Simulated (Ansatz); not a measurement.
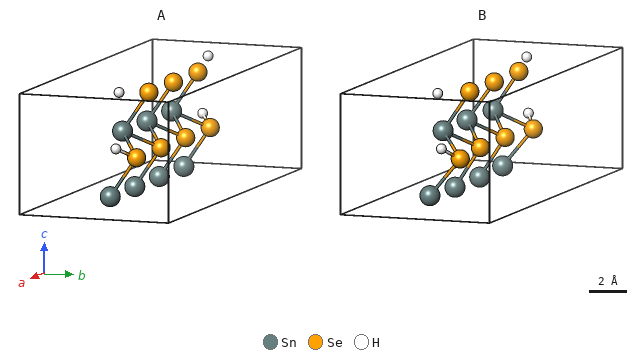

Two geometries of a wire of composition Sn7H4Se7, drawn at one scale. One is the start of a relaxation, the other its converged end. A ball-and-stick model of the cell of the calculation, with the vacuum cut short (origin shifted), seen slightly off an axis.

The calculation used DFT PBE, scalar-relativistic, plane waves, PAW (Ansatz). (plane-wave cutoff 420 eV; k-point mesh 1 × 1 × 5; occupations gaussian; smearing width 0.05 eV; no spin polarisation; cell relaxed at fixed a, b, alpha, beta, gamma; force threshold 0.02 eV/Å; at most 45 steps)

Which of the two is the end point?

Answer. Structure B is the relaxed one. Case: armchair ribbon, 7 formula units a period, edges capped with H. The largest moves relative to the centre of the atoms, 0.28 Å, are those of H atoms. By element the largest moves are H 0.28 Å, Se 0.16 Å, Sn 0.13 Å. Along the periodic axis the drawn cell goes c 6.780 → 6.782 Å (0.0 %). Near-neighbour distances that change, for instance: H–Sn 1.720 → 1.796 Å, Se–Sn 2.743 → 2.814 Å, Se–Sn 2.743 → 2.782 Å, Se–Sn 2.743 → 2.726 Å. Among the angles between lasting bonds that change: Se–Sn–Se 91.0° → 86.5°, Sn–Se–Sn 91.0° → 86.6°, Sn–Se–Sn 91.0° → 93.7°. Over 7 accepted moves (9 points after the start) the energy falls by 0.134 eV per cell of the calculation. The largest force component goes from 0.87 to 0.015 eV/Å. The line search rejected the trial step at point 1 of the run. At 1 point the geometry stayed and the basis and grid were re-selected for the new cell (energy shift of less than 0.05 meV per cell of the calculation at most each time). Cost: 4.1 min on 4 threads of Arm Neoverse V2 (shared host), peak memory 3 GiB.
